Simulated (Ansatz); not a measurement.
System: SnO, space group P4/nmm (No. 129).

Starting cell:
```
CELL_PARAMETERS angstrom
3.81370 0.00000 0.00000
0.00000 3.81370 0.00000
0.00000 0.00000 4.88691
ATOMIC_POSITIONS crystal
Sn 0.50000 0.00000 0.76463
Sn 0.00000 0.50000 0.23537
O 0.00000 0.00000 0.00000
O 0.50000 0.50000 0.00000
```

Computed with Ansatz 0.2.0: all-electron LAPW DFT, no spin polarisation; energies at scaled volumes of the given cell, shape and fractions fixed, counted from the fit's minimum, third-order Birch-Murnaghan fit. Level: PBE.

| setting | value |
| --- | --- |
| k mesh | 7×7×6 |
| occupations | Fermi–Dirac |
| smearing width | 0.05 eV |
| potentials | all electron LAPW, scalar relativistic |
| program settings | basis error eV/atom 0.001 |

Predict the energy and pressure against volume. The volume takes the values 16.70, 17.06, 17.41, 17.77, 18.12, 18.48, 18.84 Å³/atom.

A third-order Birch–Murnaghan fit gives V0 = 18.47 Å³/atom, B0 = 84.5 GPa and B′ = 4.3. The energy is 53.41 meV/atom at volume 16.70 Å³/atom and 1.82 meV/atom at 18.84 Å³/atom; the lowest computed point is at volume 18.48 Å³/atom (0.00 meV/atom), and no other minimum shows. The pressure falls from 10.58 GPa at volume 16.70 Å³/atom to −1.57 GPa at 18.84 Å³/atom, and changes sign near 18.47 Å³/atom.

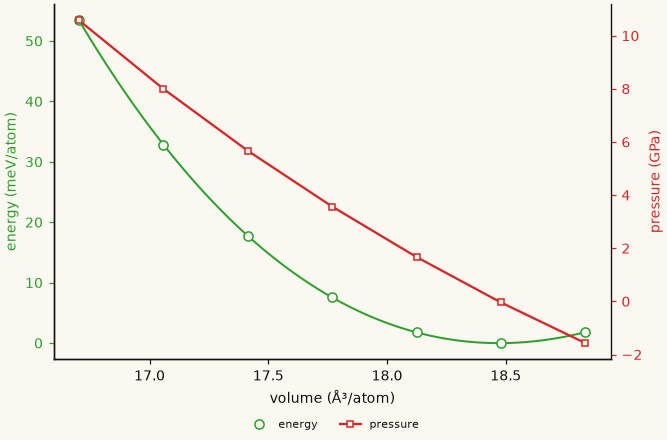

Limits of the calculation: shape and atomic fractions are frozen while scaling, which makes layered, chain and framework solids too stiff.
